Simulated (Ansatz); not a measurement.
AlN

The calculation's input:

```
crystal:
  lattice:
    - [0.0, 2.1839935596, 2.1839935596]
    - [2.1839935596, 0.0, 2.1839935596]
    - [2.1839935596, 2.1839935596, 0.0]
  atoms:
    - { symbol: Al, position: [0.0, 0.0, 0.0] }
    - { symbol: "N", position: [0.75, 0.75, 0.75] }
basis:
  ecutwfc: 500
kpoints:
  mp_grid: { grid: [10, 10, 10] }
hamiltonian:
  xc: r2scan
scf:
  occupations: { method: gaussian, width: 0.05 }
output:
  forces: true
  stress: true
  eigenvalues: true
  write_density: true
  write_potential: true
  elf: true
  volumetric_format: npy
```

Command:

```sh
ansatz run input.yaml --threads 1 --pin off --max-ram 2560MiB --backend cpu --events-out ev --progress --plain --runs-dir out
```

Below, planes, directions and counts refer to the conventional cell (a = 4.37 Å, b = 4.37 Å, c = 4.37 Å, α = 90.00°, β = 90.00°, γ = 90.00°).

Space group F-43m; a structure from a database of computed crystals, not necessarily the ambient phase.

Theory: DFT r2SCAN, scalar-relativistic, plane waves, PAW (Ansatz 0.2.0).

In a PAW calculation such maps are meaningful between the atoms, not at the nuclei.

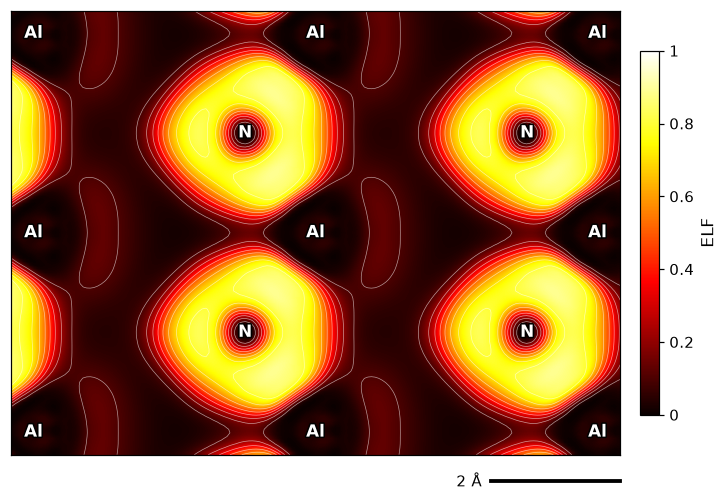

Figure 1. ELF on the (101) plane of the conventional cell.

Question: Describe what can be read from this map.

Answer: The plane passes through Al and N nuclei.
Al–N (1.89 Å): the ELF peaks at about 0.90 in the valence shell of N, 0.8 Å from its nucleus, and is about 0.85 at the midpoint.

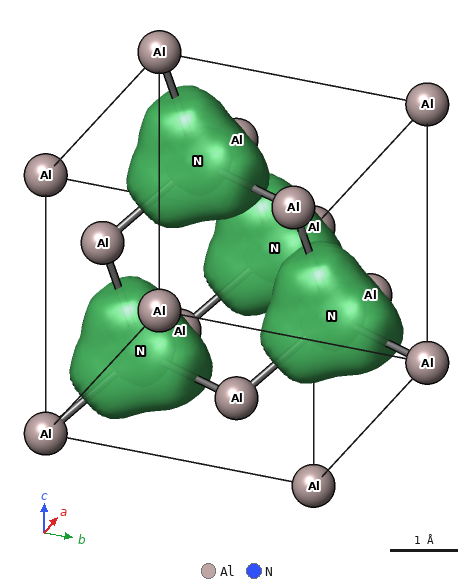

Figure 2. Isosurface of the electron localisation function at 0.75 (green), seen at an oblique angle. Only the valence region is drawn (cores and ρ < 0.01 e/Å³ removed). Sticks mark near contacts.

Question: Describe the localisation domains.

Answer: The ELF exceeds this value in four regions on N in which the atom's valence shell and bonds are merged, counted in one cell of 8 atoms. Any copies at cell faces, edges or corners count once.

Question: Metal or insulator at this level of theory?

Answer: It is gapped, with a Kohn–Sham gap of 3.9 eV on the k-point mesh (the band edges may lie off the mesh, which would make the gap smaller).
